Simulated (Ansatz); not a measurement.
# Geometry relaxation of HfO$_{2}$ (part 2 of 2)

HfO$_{2}$ (slab, 9 atoms in the cell); DFT PBEsol, scalar-relativistic, plane waves, PAW, no spin polarisation (Ansatz 0.2.0); cutoff 420 eV, 8×8×1 k-mesh, Gaussian smearing of 0.05 eV. The structure derives from an entry of the Crystallography Open Database. The input holds or restrains some coordinates. Forces given for the steps count only the free coordinates. It belongs to a series of runs on one base structure; here: clean slab, lower half held.

Geometry of the input (Å; fractional positions):
```
3.5666  0.0000  0.0000
0.0000  3.5666  0.0000
0.0000  0.0000  23.3049
O  0.5000  0.0000  0.3647
O  0.0000  0.5000  0.3647
Hf 0.5000  0.5000  0.4188
O  0.0000  0.5000  0.4729
O  0.5000  0.0000  0.4729
Hf 0.0000  0.0000  0.5271
O  0.5000  0.0000  0.5812
O  0.0000  0.5000  0.5812
Hf 0.5000  0.5000  0.6353
```

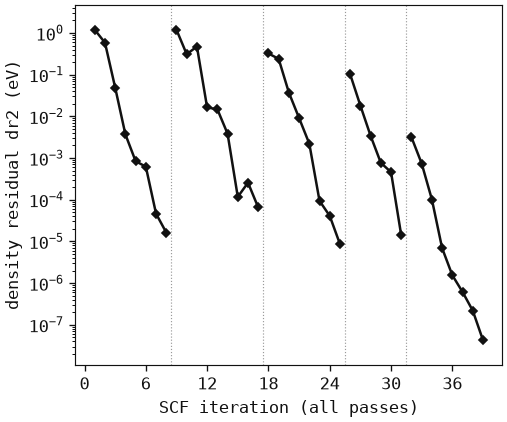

Fig. 1: Convergence of the self-consistent field: density residual dr2 against the SCF iteration. The dotted lines part the SCF passes of the relaxation: geometry steps, rejected trials and re-solves on a re-selected basis. The 5 passes take 6 to 9 iterations each, 39 in all.

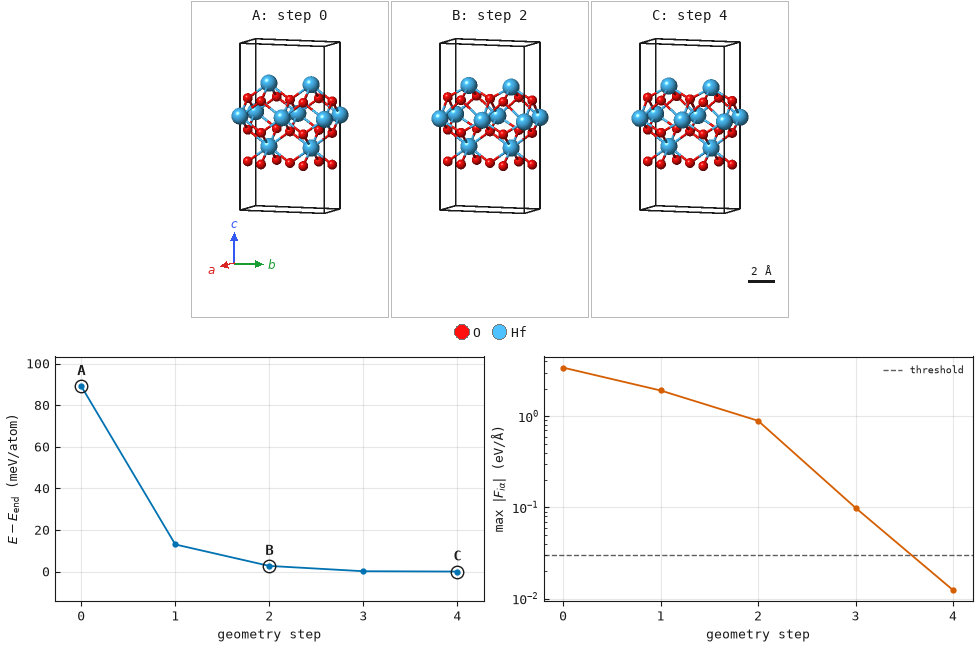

Fig. 2: Frames of the restrained relaxation (ball-and-stick view of the 1 × 2 repeat of the cell, with the vacuum cut short, seen slightly off an axis) above the curves, on which the letters mark them (the first geometry is step 0 here and step 1 in the log).

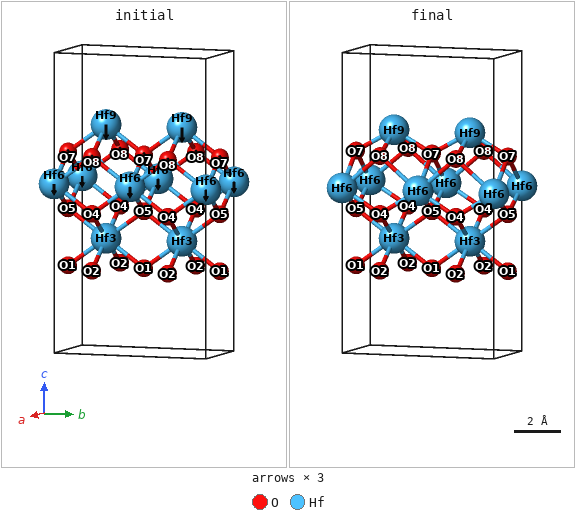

Fig. 3: Before (left) and after (right) the restrained relaxation, at one scale (ball-and-stick view of the 1 × 2 repeat of the cell, with the vacuum cut short, seen slightly off an axis). The black arrows give the displacements, magnified 3 times. The atom that moves furthest is Hf9 (0.23 Å). By element the largest moves are Hf 0.23 Å, O 0.04 Å. The lattice vectors keep their values. Among the contacts that change: O7–Hf9 2.184 → 2.038 Å, Hf6–O7 2.184 → 2.318 Å, O4–Hf6 2.184 → 2.086 Å. Among the angles that change: Hf9–O7–Hf9 109.5° → 122.1°, O7–Hf9–O7 109.5° → 122.1°, Hf6–O7–Hf6 109.5° → 100.6°. The energy falls by 89.1 meV per atom in 4 geometry steps. Largest force component: 3.4 eV/Å at the start, 0.012 eV/Å at the end. (Atoms are counted from 1 in the order of the input.)

```
WARN: The output density's exchange-correlation potential varies sharply where the density is thin. Do not read a vacuum level from v_tot or v_xc, or from such a field of the output density. On a cell that repeats whose density bears no net charge and no dipole along the vacuum's axis use v_es (v_loc + v_h of the components); under efield.dipole_correction with no amplitude use v_es + v_field, which holds any external_charges[].barrier, or the levels of the report's work_function block, which leave it out; under a non-zero efield.amplitude the vacuum is tilted and has no level; on a cell that repeats and bears such a dipole with no correction it is tilted too, and efield.dipole_correction with no amplitude gives each side of its ramp a level where efield: is served; in a cell that repeats whose density bears a net charge (total_charge, or a fill off its count) it is curved and has none; of a slab under crystal.periodic whose density bears no net charge use v_es, which has a level on each side, short of where the two are joined; of another it falls or rises all the way out and has none; of a slab beside external_charges read slab_vacuum_level instead, which it has where they leave it neutral. The grid or the basis barely resolves most such structure, and the values can differ between equally converged runs; as a rule a tighter scf.convergence.dr2_threshold does not remove it. Where the density itself ripples (under the LDA too) a higher basis.ecutwfc lessens it. The files hold the spikes' plane waves up to the density's cutoff. Files: v_tot_of_output_density and the like, and their columns of v_z.tsv (output.write_potential); v_xc_of_output_density and the like, and their columns of v_comp_z.tsv (output.write_potential_components). Measured: with its Gaussian average of σ = 0.25 Å subtracted twice, the exchange-correlation potential is over 0.1 eV at 49 of the grid points where the equally averaged density (valence and model cores) is under 1e-3 e/Å³, and 0.180 eV at the most among them, at an averaged density of 4.4e-7 e/Å³. The input density's (outcome.potential() and, of a run that writes arrays, v_tot and v_xc) is over 0.1 eV, so measured, at 600 points of its own thin density, 0.209 eV at the most. See output.write_potential in the manual, Limitations
SCF converged after 8 iterations
Free energy (F): -50165.699744 eV
Harris-Foulkes:  -50165.699744 eV  (|F-HF|=1.33e-7)
Internal energy: -50165.694302 eV  (E = F + TS)
E sigma→0 (E₀):  -50165.697023 eV
Entropy (-TS):   -0.005441 eV (-0.605 meV/atom)
Fermi energy:    1.143582 eV
Dipole field:    D = 0.186224 V/Å  (p = 0.305088 e·Å, saw-weighted, corrected)
Work function:   Φ+ = 4.9840 eV   Φ− = 9.3239 eV
Levels:          The Fermi level and band energies are counted from a zero that moves with the ramp; work functions are not
--- Per-component energies (eV) ---
  E_band       = -1748.531755
  E_kinetic    = 2306.046021
  E_local      = -187652.587740  (includes V_loc(G=0)·N_el)
  E_nonlocal   = -3422.239111
  E_hartree    = 92160.549548
  E_xc         = -1325.203587
  E_vxc        = -1352.406631  (∫ρ·V_xc dr)
  E_paw        = -21331.786858  (= ΣΔE_a)
  E_vpaw       = 4054.477700  (= ΣTr[D̂ρ^β])
  E_aug_tail   = 0.014521  (compensation charges beyond the density's cutoff)
  E_efield     = 0.028407  (sawtooth field / dipole correction)
  E_vefield    = -2.960712  (∫n·V_field dr)
  E_ewald      = 69095.519494
  E_core_change = 3.965002  (= ΣΔE_core)
  E_smearing   = -0.005441  (= −TS)
  E_closure    = -0.000000  (closes the sum)
  Σ components = -50165.699744   (vs F -50165.699744, Δ=0.00e0)
--- Forces (eV/Å), atoms counted from 1 ---
  atom   1  O     -0.00000000     0.00000000     1.82070502
  atom   2  O     -0.00000000     0.00000000     1.82070502
  atom   3  Hf     0.00000000     0.00000000    -7.67960792
  atom   4  O      0.00000000     0.00000000     2.00562004
  atom   5  O      0.00000000     0.00000000     2.00562004
  atom   6  Hf    -0.00000000     0.00000000     0.00344944
  atom   7  O      0.00000000     0.00000000     0.00556934
  atom   8  O     -0.00000000     0.00000000     0.00556934
  atom   9  Hf    -0.00000000     0.00000000     0.01237143
  max |Σ_I F_I| component: 1.74e-6 eV/Å
--- Band table (eV; the first three rows and the last of 15) ---
  k-point 0: bands = ["-62.6338", "-62.5317", "-60.2721", "-31.5847", "-31.3314", "-31.3314", "-31.3009", "-31.1874", "-31.1874", "-29.1406", "-28.9311", "-28.9311", "-20.2401", "-19.0287", "-19.0099", "-18.1451", "-15.5541", "-14.2407", "-12.5320", "-12.5320", "-12.5149", "-12.5002", "-12.5002", "-12.4959", "-12.4390", "-12.4156", "-12.4156", "-12.3937", "-12.3834", "-12.3793", "-12.3793", "-12.2827", "-10.1711", "-10.1711", "-10.1589", "-10.1347", "-10.1347", "-10.1312", "-10.0502", "-7.5986", "-7.0393", "-7.0393", "-6.3697", "-6.0664", "-6.0664", "-5.1598", "-4.0315", "-3.4452", "-3.4452", "-2.8275", "-2.8275", "-1.5180", "-1.5180", "-0.8289", "0.0559", "0.4643", "1.3972", "1.3972", "2.3298", "2.6618", "3.2677", "3.4374", "4.4697", "5.1074", "5.2083", "5.2898", "5.4763", "5.4763", "6.0263"]
  k-point 1: bands = ["-62.6330", "-62.5310", "-60.2713", "-31.5803", "-31.3774", "-31.3277", "-31.3046", "-31.2175", "-31.1867", "-29.1307", "-28.9748", "-28.9293", "-20.1326", "-19.0301", "-18.9421", "-18.1567", "-15.5056", "-14.2843", "-12.5347", "-12.5306", "-12.5137", "-12.5048", "-12.5012", "-12.4954", "-12.4469", "-12.4146", "-12.4111", "-12.3926", "-12.3852", "-12.3838", "-12.3775", "-12.2965", "-10.1704", "-10.1667", "-10.1585", "-10.1382", "-10.1353", "-10.1307", "-10.0621", "-7.4578", "-7.0008", "-6.9568", "-6.2851", "-6.0313", "-5.9688", "-5.0155", "-3.9985", "-3.6528", "-3.5352", "-3.0535", "-2.9810", "-1.6070", "-1.4992", "-0.7174", "0.2726", "0.4507", "1.1820", "1.2101", "2.5409", "2.7375", "3.2625", "3.3062", "4.5874", "4.8206", "5.3040", "5.3131", "5.5989", "5.6267", "6.2227"]
  k-point 2: bands = ["-62.6309", "-62.5291", "-60.2695", "-31.5897", "-31.4645", "-31.3441", "-31.3186", "-31.2592", "-31.1855", "-29.1090", "-29.0758", "-28.9250", "-19.8660", "-19.0815", "-18.7523", "-18.1908", "-15.3548", "-14.4061", "-12.5399", "-12.5275", "-12.5199", "-12.5076", "-12.5040", "-12.4937", "-12.4620", "-12.4126", "-12.4067", "-12.3939", "-12.3900", "-12.3891", "-12.3733", "-12.3264", "-10.1689", "-10.1603", "-10.1548", "-10.1436", "-10.1391", "-10.1268", "-10.0880", "-7.1098", "-6.7682", "-6.7195", "-6.2442", "-5.9330", "-5.5823", "-4.6901", "-4.1586", "-4.0388", "-3.8999", "-3.5908", "-3.1516", "-1.5798", "-1.3690", "-0.4425", "0.3653", "0.6886", "0.7351", "0.8184", "2.2433", "2.9181", "3.1628", "3.3482", "4.3672", "4.8006", "5.4018", "5.5143", "5.7921", "5.8117", "6.2963"]
  k-point 14: bands = ["-62.6226", "-62.5212", "-60.2614", "-31.6704", "-31.6704", "-31.4224", "-31.4224", "-31.3652", "-31.2836", "-29.1993", "-29.1993", "-29.0167", "-18.8999", "-18.8999", "-18.1861", "-18.1861", "-14.7131", "-14.7131", "-12.5508", "-12.5402", "-12.5279", "-12.5279", "-12.5231", "-12.4886", "-12.4886", "-12.4195", "-12.4100", "-12.4099", "-12.3998", "-12.3998", "-12.3651", "-12.3651", "-10.1667", "-10.1667", "-10.1539", "-10.1485", "-10.1485", "-10.1192", "-10.1192", "-8.1362", "-7.7951", "-6.4218", "-6.3188", "-4.9425", "-4.9425", "-4.3817", "-3.5794", "-3.5794", "-3.5668", "-2.5148", "-2.3328", "-2.3319", "-2.0980", "0.2207", "0.2207", "0.9548", "1.7381", "1.7381", "1.8026", "2.0704", "2.1785", "3.0253", "3.2845", "5.1416", "5.1416", "5.4601", "5.6365", "6.6259", "6.9360"]
--- Relaxed structure (5 steps of the walk, 5 accepted, 0 SCFs on fresh bases) ---
  F+E_penalty+E_count = -50165.69974370 eV   max|allowed force component| = 1.237e-2 eV/Å
  atoms:
    - { symbol: O, position: [0.5, 0.0, 0.36473043] }
    - { symbol: O, position: [0.0, 0.5, 0.36473043] }
    - { symbol: Hf, position: [0.5, 0.5, 0.41883825799999996] }
    - { symbol: O, position: [0.0, 0.5, 0.472946086] }
    - { symbol: O, position: [0.5, 0.0, 0.472946086] }
    - { symbol: Hf, position: [-5.737430042446158e-35, 0.0, 0.519358974486245] }
    - { symbol: O, position: [0.5, 0.0, 0.5828742471885311] }
    - { symbol: O, position: [2.6999670787981924e-34, 0.5, 0.5828742471885311] }
    - { symbol: Hf, position: [0.5, 0.5, 0.6252137215989847] }
```

Trajectory as extended XYZ (Å, eV, eV/Å), 5 frames, from step=1 to step=5:
```
9
Lattice="3.5666 0.0000 0.0000 0.0000 3.5666 0.0000 0.0000 0.0000 23.3049" Properties=species:S:1:pos:R:3:forces:R:3 step=1 energy=-50164.89750
O     1.7833    0.0000    8.5000    0.0000   0.0000   0.8775
O     0.0000    1.7833    8.5000    0.0000   0.0000   0.8775
Hf    1.7833    1.7833    9.7610    0.0000   0.0000  -3.7983
O     0.0000    1.7833   11.0220    0.0000   0.0000   1.9878
O     1.7833    0.0000   11.0220    0.0000   0.0000   1.9878
Hf    0.0000    0.0000   12.2829    0.0000   0.0000  -3.4242
O     1.7833    0.0000   13.5439    0.0000   0.0000   2.3631
O     0.0000    1.7833   13.5439    0.0000   0.0000   2.3631
Hf    1.7833    1.7833   14.8049    0.0000   0.0000  -3.2335
9
Lattice="3.5666 0.0000 0.0000 0.0000 3.5666 0.0000 0.0000 0.0000 23.3049" Properties=species:S:1:pos:R:3:forces:R:3 step=2 energy=-50165.58248
O     1.7833    0.0000    8.5000    0.0000   0.0000   1.4668
O     0.0000    1.7833    8.5000    0.0000   0.0000   1.4668
Hf    1.7833    1.7833    9.7610    0.0000   0.0000  -6.2408
O     0.0000    1.7833   11.0220    0.0000   0.0000   2.0665
O     1.7833    0.0000   11.0220    0.0000   0.0000   2.0665
Hf    0.0000    0.0000   12.1768    0.0000   0.0000  -1.9220
O     1.7833    0.0000   13.5479    0.0000   0.0000   0.8954
O     0.0000    1.7833   13.5479    0.0000   0.0000   0.8954
Hf    1.7833    1.7833   14.6085    0.0000   0.0000  -0.6956
9
Lattice="3.5666 0.0000 0.0000 0.0000 3.5666 0.0000 0.0000 0.0000 23.3049" Properties=species:S:1:pos:R:3:forces:R:3 step=3 energy=-50165.67539
O     1.7833    0.0000    8.5000    0.0000   0.0000   1.9138
O     0.0000    1.7833    8.5000    0.0000   0.0000   1.9138
Hf    1.7833    1.7833    9.7610    0.0000   0.0000  -8.0336
O     0.0000    1.7833   11.0220    0.0000   0.0000   2.0333
O     1.7833    0.0000   11.0220    0.0000   0.0000   2.0333
Hf    0.0000    0.0000   12.0846    0.0000   0.0000   0.8938
O     1.7833    0.0000   13.6204    0.0000   0.0000  -0.1498
O     0.0000    1.7833   13.6204    0.0000   0.0000  -0.1498
Hf    1.7833    1.7833   14.6164    0.0000   0.0000  -0.4554
9
Lattice="3.5666 0.0000 0.0000 0.0000 3.5666 0.0000 0.0000 0.0000 23.3049" Properties=species:S:1:pos:R:3:forces:R:3 step=4 energy=-50165.69829
O     1.7833    0.0000    8.5000    0.0000   0.0000   1.8269
O     0.0000    1.7833    8.5000    0.0000   0.0000   1.8269
Hf    1.7833    1.7833    9.7610    0.0000   0.0000  -7.7224
O     0.0000    1.7833   11.0220    0.0000   0.0000   1.9301
O     1.7833    0.0000   11.0220    0.0000   0.0000   1.9301
Hf    0.0000    0.0000   12.0976    0.0000   0.0000   0.0367
O     1.7833    0.0000   13.5726    0.0000   0.0000   0.0363
O     0.0000    1.7833   13.5726    0.0000   0.0000   0.0363
Hf    1.7833    1.7833   14.5553    0.0000   0.0000   0.0990
9
Lattice="3.5666 0.0000 0.0000 0.0000 3.5666 0.0000 0.0000 0.0000 23.3049" Properties=species:S:1:pos:R:3:forces:R:3 step=5 energy=-50165.69974
O     1.7833    0.0000    8.5000    0.0000   0.0000   1.8207
O     0.0000    1.7833    8.5000    0.0000   0.0000   1.8207
Hf    1.7833    1.7833    9.7610    0.0000   0.0000  -7.6796
O     0.0000    1.7833   11.0220    0.0000   0.0000   2.0056
O     1.7833    0.0000   11.0220    0.0000   0.0000   2.0056
Hf    0.0000    0.0000   12.1036    0.0000   0.0000   0.0034
O     1.7833    0.0000   13.5838    0.0000   0.0000   0.0056
O     0.0000    1.7833   13.5838    0.0000   0.0000   0.0056
Hf    1.7833    1.7833   14.5705    0.0000   0.0000   0.0124
```

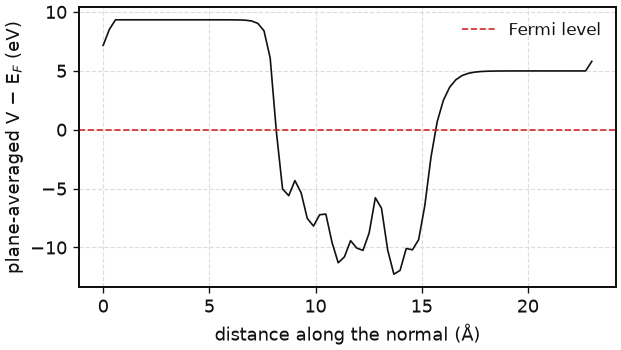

Fig. 4: Plane average of the electrostatic potential energy of an electron across the cell, from the Fermi level. The vacuum level lies 4.98 eV above the Fermi level on the upper side and 9.32 eV on the lower.

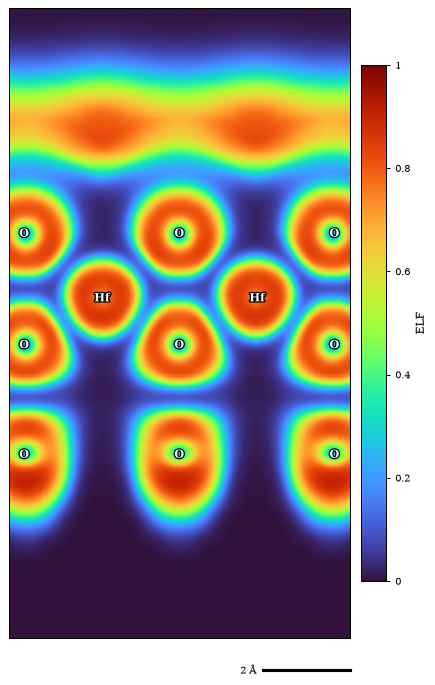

Fig. 5: ELF on the (010) plane of the calculation cell, a cut from vacuum to vacuum. Atoms in the plane: O and Hf. Hf–O (2.09 Å): the ELF peaks at about 0.80 in the valence shell of O, 0.6 Å from its nucleus, and drops to about 0.20 between the two atoms; a polar contact without a shared pair, in a metal. Hf–O (2.32 Å): the ELF peaks at about 0.85 in the valence shell of O, 0.6 Å from its nucleus, and drops to about 0.10 between the two atoms (a polar contact without a shared pair, in a metal). The strong features right at Hf lie inside the PAW spheres (semicore, d or f shells) and say nothing about bonding. The fields are those of the smooth PAW valence density.

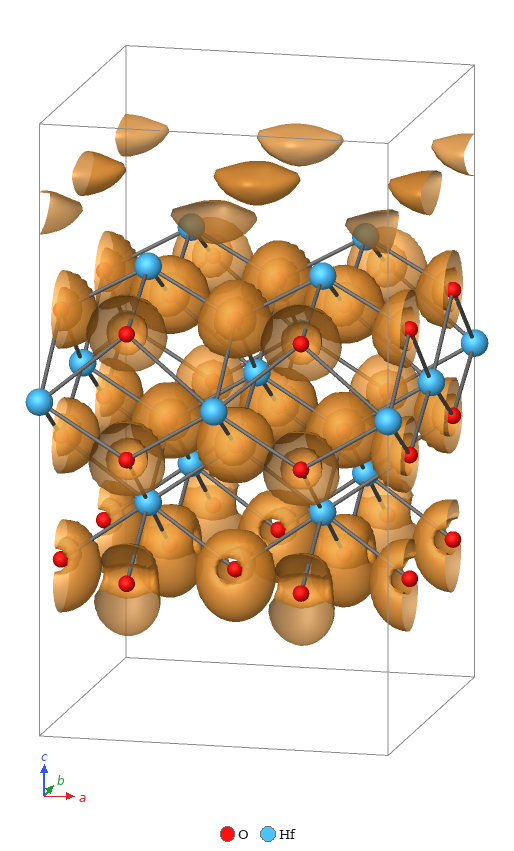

Fig. 6: Isosurface of the electron localisation function at 0.75 (orange), seen slightly off an axis. Only the valence region is drawn (cores and ρ < 0.01 e/Å³ removed). Sticks mark near contacts. Values along the shortest contacts: Hf–O (2.04 Å): the ELF peaks at about 0.80 in the valence shell of O, 0.6 Å from its nucleus, and drops to about 0.20 between the two atoms; a polar contact without a shared pair, in a metal. Hf–O (2.09 Å): the ELF peaks at about 0.80 in the valence shell of O, 0.6 Å from its nucleus, and drops to about 0.20 between the two atoms (no shared pair; the contact is polar).
